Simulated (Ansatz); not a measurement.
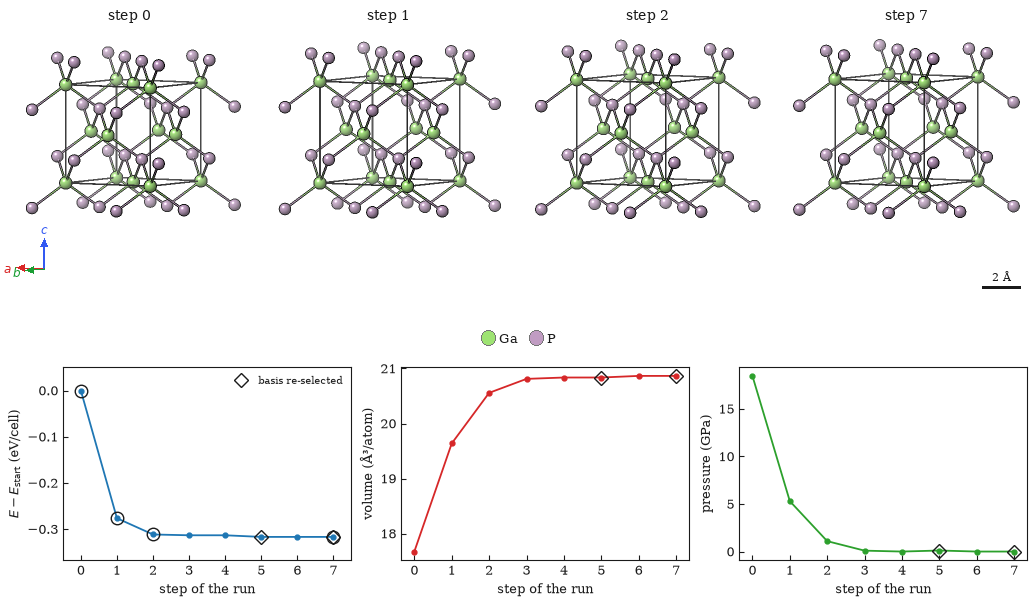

Frames of a relaxation of solid GaP (built on the zincblende type), marked on the history of the run. The picture is a ball-and-stick view of the conventional cell (4 times the calculation's cell), seen from a free direction. Lengths and directions refer to the drawn axes.

The calculation used Ansatz, DFT, PBE, plane waves, PAW. Settings: plane-wave cutoff 420 eV; k-point mesh 8 × 8 × 8; occupations fermi dirac; smearing width 0.02 eV; no spin polarisation; cell and atoms relaxed; force threshold 0.005 eV/Å.

**What happens along the run?**

The energy falls by 0.317 eV per cell of the calculation in 5 accepted moves (7 points after the start). All forces vanish by symmetry, so only the cell relaxes. The pressure goes from 18.46 to 0.00 GPa. At 2 points the geometry stayed and the basis and grid were re-selected for the new cell (energy shift of 3.5 meV per cell of the calculation at most each time). No atom moves by more than 0.005 Å relative to the cell. Cell: a = b = c 5.210 → 5.506 Å (+5.7 %). Volume +18.1 %. Some distances before and after: Ga–P 2.256 → 2.384 Å. The space group stays F-43m (No. 216). From step 0 to 1: volume +11.1 %, energy −0.276 eV per cell of the calculation. From step 1 to 2: volume +4.7 %, energy −35.2 meV per cell of the calculation. From step 2 to 7: volume +1.5 %, energy −5.3 meV per cell of the calculation.
